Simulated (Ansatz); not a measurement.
Geometry relaxation, with input and output: HfO2 (part 1 of 2)

HfO2 (P4₂/nmc, 6 atoms in the cell), computed with DFT PBE, scalar-relativistic, plane waves, PAW, PAW set soft_1, no spin polarisation (Ansatz 0.2.0).

The structure derives from an entry of the Crystallography Open Database.

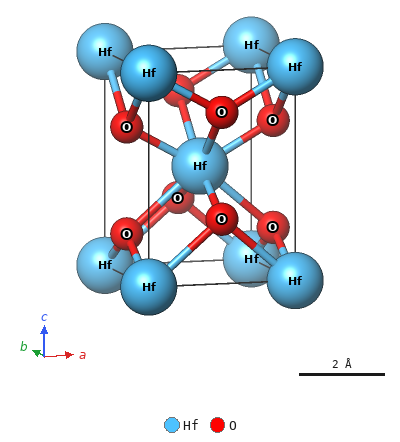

**Figure 1.** The starting structure (ball-and-stick view of the cell of the calculation, seen slightly off an axis). An atom can appear more than once, as a periodic image.

**Summary**

| quantity | value |
| --- | --- |
| outcome | converged |
| space group (tolerance 0.01 Å) | P4₂/nmc (137) |
| electrons treated | 76 |
| free energy | −33724.6842 eV |
| Fermi energy | 16.154 eV |
| gap on the k-point mesh | 4.44 eV |
| pressure | 4.92 GPa |
| final volume | 66.24 Å³ |
| largest force (length of the vector) at the end | 0.007 eV/Å |
| final cell | a = 3.605 Å, b = 3.605 Å, c = 5.098 Å, α = 90.00°, β = 90.00°, γ = 90.00° |
| hardware | 2 threads of Arm Neoverse N1, 98 GiB of memory available, shared host |
| wall time | 40 s (CPU time 79 s) |
| peak memory | 0.44 GiB |

**Notes**

Warnings of the run: the SCF threshold is looser than advised for the printed stress. Spin–orbit coupling is left out, which matters for Hf.

**Input**
```yaml
crystal:
  lattice:
    - [0.0, -2.5489194559, -2.5489194559]
    - [0.0, 2.5489194559, -2.5489194559]
    - [5.0978389119, 0.0, 0.0]
  atoms:
    - { symbol: Hf, position: [0.5, 0.5, 0.5] }
    - { symbol: Hf, position: [0.0, 0.0, 0.0] }
    - { symbol: O, position: [0.0, 0.5, 0.698095653] }
    - { symbol: O, position: [0.5, 0.0, 0.301904347] }
    - { symbol: O, position: [0.0, 0.5, 0.198095653] }
    - { symbol: O, position: [0.5, 0.0, 0.801904347] }
basis:
  ecutwfc: 520.0
kpoints:
  mp_grid: { grid: [6, 6, 6] }
hamiltonian:
  xc: pbe
  pseudopotentials: { kind: paw, azcp: { folder: soft_1 } }
scf:
  occupations: { method: gaussian, width: 0.05 }
output:
  forces: true
  stress: true
  eigenvalues: true
  write_density: true
  write_potential: true
  elf: true
  volumetric_format: npy
relax:
  adjacent_minimum: "off"
  f_tol: 0.01
  max_steps: 50
```

Run as:
```bash
ansatz run input.yaml --threads 2 --pin off --max-ram 4096MiB --backend cpu --events-out ev --progress --plain --runs-dir out
```

**The program's output**
```
Warning: output.stress: scf.convergence.dr2_threshold = 1e-7 eV (the SCF's general default) is looser than the 6e-10 eV advised for a printed stress (1e-10 eV for each atom of the cell: 6). What an SCF threshold leaves in a stress goes as its square root, and in the free energy as the threshold itself, and one threshold admits the most on a small cell: of the crystals measured, under no hybrid functional and no lock of the moments, on runs that ended without the residual-converged pass, on stresses that held no estimate of that error, the worst erred by over 100 MPa in a component at 1e-7 eV an atom and by under 5 at 1e-10. Every solve of this run answers to scf.convergence.dr2_threshold, and the tensor of one is reported: a single SCF on the reported geometry and on this run's grids (its basis.xc_grid and basis.ecutrho_ratio typed), with scf.convergence.dr2_threshold at 6e-10 eV or tighter, prints it and tightens no other solve. Else set scf.convergence.dr2_threshold to 6e-10 eV or tighter. The threshold is an SCF's pass mark: one that does not reach it within its budget of iterations ends unconverged, or closes short of it on a stop that the run arms, and scf.convergence.dr2_threshold's page says what that costs each kind of run
Engine: ansatz 0.2.0, aarch64-unknown-linux-gnu
Pseudopotentials: kind: paw
Pseudopotential: Hf, paw, valence charge 26, recommended cutoff 420 eV (normal), [file]
Pseudopotential: O, paw, valence charge 6, recommended cutoff 420 eV (normal), [file]
Functional definition: PBE
  parameter kappa = 0.804
  parameter beta = 0.06672455060314922
  exchange = pbe_x(kappa = kappa, mu = beta*pi^2/3)
  correlation = pbe_c(beta = beta)
Crystal: 6 atoms, lattice volume = 66.241 Å³
Basis set: ecut = 520 eV, 1787 PW (Γ), exchange–correlation on 54×54×80 points (8 copies of the dense FFT grid, shifted against one another)
Bands: 46, of which v1, the nominal top of the filled ones, is band 38 counted from 1 (37 counted from 0)
Symmetry: 16 space group operations
Space group: P42/nmc (ITA 137), of the structure as read, at distance tolerance 4.0e-5 Å
k-points: 40 of 216
Non-local potential: Hf, projectors of the file, l = 0: 3, l = 1: 2, l = 2: 2, l = 3: 3
Non-local potential: O, projectors of the file, l = 0: 2, l = 1: 2, l = 2: 1
PAW form: soft (Blöchl's): semilocal exchange-correlation on the pseudo side does not see the compensation charge
PAW one-centre angular grid: Hf, 590 points (default); XC on 64 Gauss nodes
PAW one-centre angular grid: O, 110 points (default); XC on 64 Gauss nodes
Initial density: superposition of atomic densities (chi_scale 0.1, normalization cell, long waves kept (reshape's long-wave potential 0.00 eV rms))
Initial wavefunctions: pseudopotential atomic-orbital guess
Functional: x = pbe(κ = 0.804, μ = 0.2195149727645171), c = pbe(β = 0.06672455060314922)
SCF iter   1: F=—  HF=-33725.812461 eV  |F-HF|=—  |Δ(HF+E_count)|=         —  Δρ=8.74e-2  dr2=3.84e0  ethr=3.10e-3  ⟨swp⟩=5.7  Hψ=5678  notcnv=0
preconditioner: auto → Resta (q_TF=auto, 2.792 Å⁻¹)  ε∞=5.0  [insulator: Δε(μ)=3.719 eV  Ē_g=19.325 eV  σ=0.050 eV  W_gap=1.00  n_scr=28 (ndim 8)  ℏωp=38.7 eV  f_vac=0.001  D(μ)=0.00/eV (n_scr^D=0)  ε∞_Penn≈5.0]
SCF iter   2: F=—  HF=-33724.974723 eV  |F-HF|=—  |Δ(HF+E_count)|=   8.38e-1  Δρ=4.35e-2  dr2=1.05e0  ethr=3.10e-3  ⟨swp⟩=2.0  Hψ=3753  notcnv=0  defer=146
SCF iter   3: F=—  HF=-33724.779881 eV  |F-HF|=—  |Δ(HF+E_count)|=   1.95e-1  Δρ=2.15e-2  dr2=2.62e-1  ethr=1.39e-3  ⟨swp⟩=2.0  Hψ=3064  notcnv=0  defer=146
SCF iter   4: F=—  HF=-33724.656617 eV  |F-HF|=—  |Δ(HF+E_count)|=   1.23e-1  Δρ=7.81e-3  dr2=3.03e-2  ethr=3.45e-4  ⟨swp⟩=2.8  Hψ=3442  notcnv=0  defer=146
SCF iter   5: F=—  HF=-33724.677032 eV  |F-HF|=—  |Δ(HF+E_count)|=   2.04e-2  Δρ=3.55e-3  dr2=7.57e-3  ethr=3.98e-5  ⟨swp⟩=2.0  Hψ=2960  notcnv=0  defer=146
SCF iter   6: F=—  HF=-33724.675955 eV  |F-HF|=—  |Δ(HF+E_count)|=   1.08e-3  Δρ=7.95e-4  dr2=4.20e-4  ethr=9.96e-6  ⟨swp⟩=2.0  Hψ=3218  notcnv=0  defer=146
SCF iter   7: F=—  HF=-33724.677021 eV  |F-HF|=—  |Δ(HF+E_count)|=   1.07e-3  Δρ=4.87e-4  dr2=1.31e-4  ethr=5.52e-7  ⟨swp⟩=2.0  Hψ=3372  notcnv=0  defer=145
SCF iter   8: F=—  HF=-33724.677150 eV  |F-HF|=—  |Δ(HF+E_count)|=   1.29e-4  Δρ=8.26e-5  dr2=2.77e-6  ethr=1.72e-7  ⟨swp⟩=2.0  Hψ=2858  notcnv=0  defer=145
SCF iter   9: F=-33724.677158 eV  HF=-33724.677157 eV  |F-HF|=1.12e-7  |Δ(HF+E_count)|=   7.06e-6  Δρ=2.15e-5  dr2=1.58e-7  ethr=3.29e-9  ⟨swp⟩=15.2  Hψ=17945  notcnv=0
SCF 1 converged in 9 iterations: F = -33724.677158 eV  dr2 = 1.58e-7
  greatest PAW one-centre occupation: 0.999 electrons in one spin orbital (limit 2), on the Hf atom at site 1 (counted from 0), in its partial waves of l = 0
relax step   1: F+E_penalty+E_count = -33724.67715753 eV  Δ(F+E_penalty+E_count) = +0.000e0 eV  max|allowed force component| = 1.330e-1 eV/Å  Δτ_max = 0.0000 Å  (9 SCF iters, dr2 threshold 2.50e-6 eV, accepted)
Initial density: handed on by an earlier stage of this run
Initial wavefunctions: those handed on with the density
iter 1 solved again at ethr=5.44e-7 eV; its pass at ethr=3.10e-3 eV (dr2=4.14e-4 eV) is discarded
SCF iter   1: F=—  HF=-33724.681123 eV  |F-HF|=—  |Δ(HF+E_count)|=         —  Δρ=1.04e-3  dr2=4.28e-4  ethr=5.44e-7  ⟨swp⟩=2.0  Hψ=5052  notcnv=0  defer=145
preconditioner: auto → Resta (q_TF=auto, 2.792 Å⁻¹)  ε∞=5.5  [insulator: Δε(μ)=4.448 eV  Ē_g=18.287 eV  σ=0.050 eV  W_gap=1.00  n_scr=28 (ndim 8)  ℏωp=38.7 eV  f_vac=0.063  D(μ)=0.00/eV (n_scr^D=0)  ε∞_Penn≈5.5]
SCF iter   2: F=—  HF=-33724.681141 eV  |F-HF|=—  |Δ(HF+E_count)|=   1.78e-5  Δρ=6.33e-4  dr2=1.59e-4  ethr=5.44e-7  ⟨swp⟩=1.1  Hψ=1703  notcnv=0  defer=145
SCF iter   3: F=—  HF=-33724.681152 eV  |F-HF|=—  |Δ(HF+E_count)|=   1.08e-5  Δρ=2.23e-4  dr2=2.68e-5  ethr=2.10e-7  ⟨swp⟩=2.0  Hψ=2889  notcnv=0  defer=145
SCF iter   4: F=-33724.681138 eV  HF=-33724.681138 eV  |F-HF|=7.16e-7  |Δ(HF+E_count)|=   1.41e-5  Δρ=4.92e-5  dr2=8.93e-7  ethr=1.45e-9  ⟨swp⟩=12.8  Hψ=15985  notcnv=0
SCF 2 converged in 4 iterations: F = -33724.681138 eV  dr2 = 8.93e-7
relax step   2: F+E_penalty+E_count = -33724.68113848 eV  Δ(F+E_penalty+E_count) = -3.981e-3 eV  max|allowed force component| = 8.570e-2 eV/Å  Δτ_max = 0.0091 Å  (4 SCF iters, dr2 threshold 1.11e-6 eV, accepted)
SCF iter   1: F=—  HF=-33724.684168 eV  |F-HF|=—  |Δ(HF+E_count)|=         —  Δρ=1.91e-3  dr2=1.45e-3  ethr=1.86e-5  ⟨swp⟩=2.5  Hψ=3915  notcnv=0  defer=147
preconditioner: auto → Resta (q_TF=auto, 2.792 Å⁻¹)  ε∞=5.5  [insulator: Δε(μ)=4.456 eV  Ē_g=18.277 eV  σ=0.050 eV  W_gap=1.00  n_scr=28 (ndim 8)  ℏωp=38.7 eV  f_vac=0.063  D(μ)=0.00/eV (n_scr^D=0)  ε∞_Penn≈5.5]
SCF iter   2: F=—  HF=-33724.684138 eV  |F-HF|=—  |Δ(HF+E_count)|=   2.97e-5  Δρ=1.16e-3  dr2=5.46e-4  ethr=1.91e-6  ⟨swp⟩=1.0  Hψ=2160  notcnv=0  defer=147
SCF iter   3: F=—  HF=-33724.684179 eV  |F-HF|=—  |Δ(HF+E_count)|=   4.02e-5  Δρ=3.71e-4  dr2=7.28e-5  ethr=7.18e-7  ⟨swp⟩=2.0  Hψ=2880  notcnv=0  defer=147
SCF iter   4: F=—  HF=-33724.684150 eV  |F-HF|=—  |Δ(HF+E_count)|=   2.91e-5  Δρ=8.86e-5  dr2=3.03e-6  ethr=9.57e-8  ⟨swp⟩=2.0  Hψ=3196  notcnv=0  defer=147
SCF iter   5: F=—  HF=-33724.684152 eV  |F-HF|=—  |Δ(HF+E_count)|=   2.50e-6  Δρ=3.30e-5  dr2=5.52e-7  ethr=6.04e-10  ⟨swp⟩=13.9  Hψ=17070  notcnv=0
SCF iter   6: F=-33724.684152 eV  HF=-33724.684152 eV  |F-HF|=6.90e-9  |Δ(HF+E_count)|=   4.24e-7  Δρ=8.35e-6  dr2=4.85e-8  ethr=6.04e-10  ⟨swp⟩=10.1  Hψ=15974  notcnv=0
SCF 3 converged in 6 iterations: F = -33724.684152 eV  dr2 = 4.85e-8
relax step   3: F+E_penalty+E_count = -33724.68415243 eV  Δ(F+E_penalty+E_count) = -3.014e-3 eV  max|allowed force component| = 6.860e-3 eV/Å  Δτ_max = 0.0166 Å  (6 SCF iters, dr2 threshold 4.59e-7 eV, accepted)
iter 1 solved again at ethr=6.66e-11 eV; its pass at ethr=3.10e-3 eV (dr2=5.06e-8 eV) is discarded
SCF iter   1: F=—  HF=-33724.684134 eV  |F-HF|=—  |Δ(HF+E_count)|=         —  Δρ=8.63e-6  dr2=5.06e-8  ethr=6.66e-11  ⟨swp⟩=1.0  Hψ=4640  notcnv=0
preconditioner: auto → Resta (q_TF=auto, 2.792 Å⁻¹)  ε∞=5.5  [insulator: Δε(μ)=4.444 eV  Ē_g=18.278 eV  σ=0.050 eV  W_gap=1.00  n_scr=28 (ndim 8)  ℏωp=38.7 eV  f_vac=0.063  D(μ)=0.00/eV (n_scr^D=0)  ε∞_Penn≈5.5]
SCF iter   2: F=-33724.684152 eV  HF=-33724.684152 eV  |F-HF|=2.15e-8  |Δ(HF+E_count)|=   1.83e-5  Δρ=5.87e-6  dr2=2.08e-8  ethr=6.65e-11  ⟨swp⟩=6.0  Hψ=12182  notcnv=0
SCF 4 converged in 2 iterations: F = -33724.684152 eV  dr2 = 2.08e-8
relax step   4: F+E_penalty+E_count = -33724.68415247 eV  Δ(F+E_penalty+E_count) = -3.916e-8 eV  max|allowed force component| = 6.860e-3 eV/Å  Δτ_max = 0.0000 Å  (2 SCF iters, accepted)
```

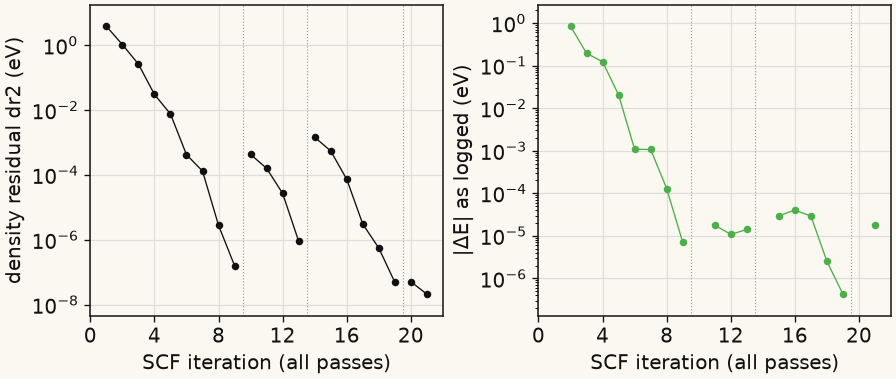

**Figure 2.** Convergence of the self-consistent field: density residual dr2 and size of the energy change against the SCF iteration. The dotted lines part the SCF passes of the relaxation: geometry steps, rejected trials and re-solves on a re-selected basis. The passes take 9, 4, 6 and 2 iterations.

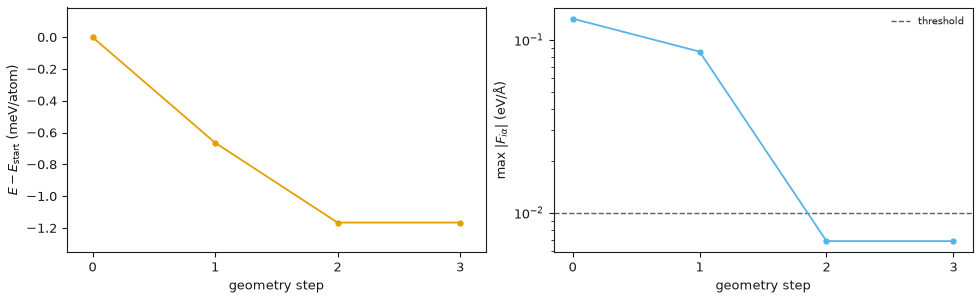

**Figure 3.** Progress of the relaxation, step by step (the first geometry is step 0 here and step 1 in the log).

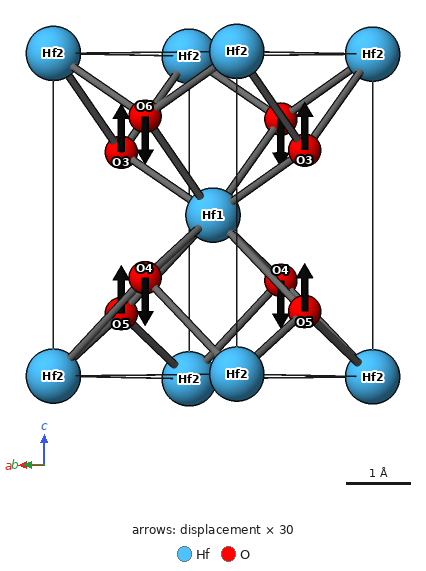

**Figure 4.** The starting structure with the displacements as black arrows, magnified 30 times (ball-and-stick view of the cell of the calculation, seen at an oblique angle). Over 3 geometry steps the energy falls by 1.2 meV per atom. The largest force component goes from 0.13 to 0.0069 eV/Å. The largest moves, 0.026 Å, are those of O3, O4, O5 and O6. Hf stays in place. The cell stays as it was. Among the contacts that change: Hf1–O5 2.370 → 2.353 Å, Hf1–O3 2.066 → 2.079 Å. The space group stays P4_2/nmc (No. 137). (Atoms are counted from 1 in the order of the input.)
